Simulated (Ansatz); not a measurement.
Band edges of MgS (P6_3mc).

Input file:

```yaml
crystal:
  lattice:
    - [4.03462241, 0.0, 0.0]
    - [-2.0173112, 3.4940855, 0.0]
    - [0.0, 0.0, 6.43229418]
  atoms:
    - { symbol: Mg, position: [0.66666667, 0.33333333, 0.49575485] }
    - { symbol: Mg, position: [0.33333333, 0.66666667, 0.99575485] }
    - { symbol: S, position: [0.33333333, 0.66666667, 0.37924415] }
    - { symbol: S, position: [0.66666667, 0.33333333, 0.87924415] }
basis:
  ecutwfc: 420
kpoints:
  mp_grid: { grid: [12, 12, 6] }
hamiltonian:
  xc: lda
scf:
  occupations: { method: gaussian, width: 0.05 }
output:
  forces: true
  eigenvalues: true
  eigenstates:
    nscf_kmesh: { grid: [30, 30, 16] }
    top_band: c6
    de_dk: true
    localisation: true
  stress: true
checkpoint:
  write: ck
  compress: false
  write_wavefunctions: false
  write_every: 100000
```

Run with:

```sh
ansatz run input.yaml --threads 1 --pin off --max-ram 3072MiB --backend cpu --events-out ev --progress --plain --runs-dir out
```

Output:

```
Warning: RAYON_NUM_THREADS=1 ignored (pool sized by the plan → 1); use --threads N
Engine: ansatz 0.2.0, aarch64-unknown-linux-gnu
Pseudopotentials: kind: paw
Pseudopotential: Mg, paw, valence charge 10, recommended cutoff 420 eV (normal), Mg.paw.azcp
Pseudopotential: S, paw, valence charge 6, recommended cutoff 420 eV (normal), S.paw.azcp
Functional definition: SPW92
  exchange = slater_x
  correlation = pw_c
Crystal: 4 atoms, lattice volume = 90.678 Å³
Basis set: ecut = 420 eV, 1785 PW (Γ)
Bands: 20, of which v1, the nominal top of the filled ones, is band 16 counted from 1 (15 counted from 0)
Symmetry: 12 space group operations
Space group: P63mc (ITA 186), of the structure as read, at distance tolerance 4.5e-5 Å
k-points: 76 of 864 (time reversal used)
Non-local potential: Mg, projectors of the file, l = 0: 3, l = 1: 2, l = 2: 1
Non-local potential: S, projectors of the file, l = 0: 2, l = 1: 2, l = 2: 2
PAW form: soft (Blöchl's): semilocal exchange-correlation on the pseudo side does not see the compensation charge
PAW frozen core: Mg, regenerated for the run's functional, and the local potential with it (the file was generated under x = pbe(κ = 0.804, μ = 0.2195149727645171), c = pbe(β = 0.06672455060314922))
PAW frozen core: S, regenerated for the run's functional, and the local potential with it (the file was generated under x = pbe(κ = 0.804, μ = 0.2195149727645171), c = pbe(β = 0.06672455060314922))
PAW one-centre angular grid: Mg, 110 points (default); XC on 64 Gauss nodes
PAW one-centre angular grid: S, 110 points (default); XC on 64 Gauss nodes
Initial density: superposition of atomic densities (neutral atoms: chi_scale 0, normalization atom), corrected by the library's trained network
Initial wavefunctions: pseudopotential atomic-orbital guess
Functional: x = slater, c = lda
SCF iter   1: F=—  HF=-5548.039119 eV  |F-HF|=—  |Δ(HF+E_count)|=         —  Δρ=5.96e-3  dr2=2.49e-2  ethr=1.77e-3  ⟨swp⟩=6.1  Hψ=7751  notcnv=0
SCF iter   2: F=—  HF=-5548.025395 eV  |F-HF|=—  |Δ(HF+E_count)|=   1.37e-2  Δρ=2.89e-3  dr2=6.76e-3  ethr=7.77e-5  ⟨swp⟩=2.3  Hψ=3320  notcnv=0
SCF iter   3: F=—  HF=-5548.022908 eV  |F-HF|=—  |Δ(HF+E_count)|=   2.49e-3  Δρ=5.58e-4  dr2=2.19e-4  ethr=2.11e-5  ⟨swp⟩=3.0  Hψ=2943  notcnv=0
SCF iter   4: F=—  HF=-5548.022883 eV  |F-HF|=—  |Δ(HF+E_count)|=   2.47e-5  Δρ=1.07e-4  dr2=1.97e-5  ethr=6.83e-7  ⟨swp⟩=2.0  Hψ=2554  notcnv=0
SCF iter   5: F=—  HF=-5548.022880 eV  |F-HF|=—  |Δ(HF+E_count)|=   3.10e-6  Δρ=2.97e-5  dr2=7.11e-7  ethr=6.15e-8  ⟨swp⟩=2.0  Hψ=2062  notcnv=0
SCF iter   6: F=—  HF=-5548.022880 eV  |F-HF|=—  |Δ(HF+E_count)|=   1.98e-7  Δρ=9.47e-6  dr2=6.68e-8  ethr=2.22e-9  ⟨swp⟩=2.0  Hψ=2591  notcnv=0
SCF iter   7: F=—  HF=-5548.022880 eV  |F-HF|=—  |Δ(HF+E_count)|=   1.06e-8  Δρ=1.89e-6  dr2=3.48e-9  ethr=2.09e-10  ⟨swp⟩=2.0  Hψ=2736  notcnv=0
SCF iter   8: F=—  HF=-5548.022880 eV  |F-HF|=—  |Δ(HF+E_count)|=  4.69e-10  Δρ=2.49e-7  dr2=7.65e-11  ethr=1.09e-11  ⟨swp⟩=2.0  Hψ=2563  notcnv=0
SCF iter   9: F=-5548.022880 eV  HF=-5548.022880 eV  |F-HF|=0.00e0  |Δ(HF+E_count)|=    0.00e0  Δρ=4.38e-8  dr2=2.28e-12  ethr=1.00e-12  ⟨swp⟩=6.0  Hψ=6528  notcnv=0
SCF 1 converged in 9 iterations: F = -5548.022880 eV  dr2 = 2.28e-12
  greatest PAW one-centre occupation: 1.000 electrons in one spin orbital (limit 2), on the Mg atom at site 1 (counted from 0), in its partial waves of l = 1
NSCF: frozen V_eff on 819 k-points
SCF converged after 9 iterations
Free energy (F): -5548.022880 eV
Harris-Foulkes:  -5548.022880 eV  (|F-HF|=0.00e0)
Internal energy: -5548.022880 eV  (E = F + TS)
E sigma→0 (E₀):  -5548.022880 eV
Fermi energy:    4.630291 eV
--- Per-component energies (eV) ---
  E_band       = -743.995758
  E_kinetic    = 368.767849
  E_local      = -3773.443016  (includes V_loc(G=0)·N_el)
  E_nonlocal   = 250.885203
  E_hartree    = 1365.103898
  E_xc         = -251.483319
  E_vxc        = -252.144460  (∫ρ·V_xc dr)
  E_paw        = -1680.222515  (= ΣΔE_a)
  E_vpaw       = -68.269119  (= ΣTr[D̂ρ^β])
  E_aug_tail   = 0.000002  (compensation charges beyond the density's cutoff)
  E_ewald      = -1828.238336
  E_core_change = 0.607354  (= ΣΔE_core)
  E_smearing   = -0.000000  (= −TS)
  E_closure    = -0.000000  (closes the sum)
  Σ components = -5548.022880   (vs F -5548.022880, Δ=0.00e0)
--- Forces (eV/Å), atoms counted from 1 ---
  atom   1  Mg    -0.00000000     0.00000000     0.05175394
  atom   2  Mg    -0.00000000    -0.00000000     0.05175394
  atom   3  S     -0.00000000    -0.00000000    -0.05175362
  atom   4  S      0.00000000     0.00000000    -0.05175362
  max |Σ_I F_I| component: 6.34e-7 eV/Å
--- Stress (GPa, compression-positive) ---
       -2.014391      -0.000000       0.000000
       -0.000000      -2.014391       0.000000
        0.000000       0.000000      -2.205647
  P = ⅓ Tr σ = -2.0781 GPa (-20.781 kbar)
--- Band table (eV; the first three rows and the last of 76) ---
  k-point 0: bands = ["-70.1635", "-70.1634", "-37.5963", "-37.5936", "-37.5901", "-37.5901", "-37.5897", "-37.5897", "-8.3421", "-7.5905", "-0.2413", "2.4674", "2.4674", "2.8931", "2.8931", "3.0554", "6.2051", "7.4761", "10.3180", "10.3180"]
  k-point 1: bands = ["-70.1635", "-70.1634", "-37.5962", "-37.5938", "-37.5901", "-37.5901", "-37.5897", "-37.5897", "-8.2987", "-7.6497", "-0.0763", "2.4942", "2.4942", "2.6816", "2.8627", "2.8627", "6.5707", "7.5460", "10.2897", "10.2897"]
  k-point 2: bands = ["-70.1635", "-70.1634", "-37.5957", "-37.5943", "-37.5900", "-37.5900", "-37.5898", "-37.5898", "-8.1760", "-7.8035", "0.3896", "1.9023", "2.5684", "2.5684", "2.7811", "2.7811", "7.2620", "7.6989", "10.3054", "10.3054"]
  k-point 75: bands = ["-70.1634", "-70.1634", "-37.5950", "-37.5950", "-37.5912", "-37.5912", "-37.5910", "-37.5910", "-7.4639", "-7.4639", "0.1822", "0.1822", "1.0041", "1.0041", "2.5205", "2.5205", "8.6146", "8.6146", "9.2193", "9.2193"]
--- Fermi surface from the table of eigenstates not read: on its mesh, or on one of the eight of every second point, the electrons fill whole bands (an insulator's do; a metal wants a denser output.eigenstates.nscf_kmesh) ---
```

Theory: Ansatz, DFT LDA, scalar-relativistic, plane waves, PAW; levels and slopes on a dense k mesh at the converged density. No spin polarisation. The levels come from a k mesh of 30×30×16 points. Cell and positions as given, without relaxation. The cell comes from a database of computed structures, not from a measurement.

Masses come from a second pass at points close to the extrema; at the energies drawn a band may no longer be parabolic.

The gap is direct, 3.15 eV at this level of theory, which underestimates gaps and can reorder valleys that lie close.

Valence band: one maximum at Γ, principal masses 0.24, 3.23 and 3.23 mₑ; two equivalent maxima at H, 0.54 eV below the edge, two bands meeting there. Band 16 forms the valence edge.
Conduction band: one minimum at Γ, principal masses 0.24, 0.25 and 0.25 mₑ. Band 17 forms the conduction edge.

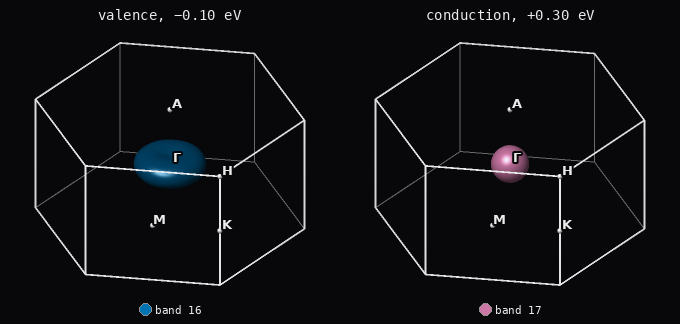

Constant-energy surfaces near the two band edges, measured from each edge.

Time for the whole run: 2.1 min on 1 thread of Arm Neoverse V2 (shared host), peak memory 0.92 GiB.
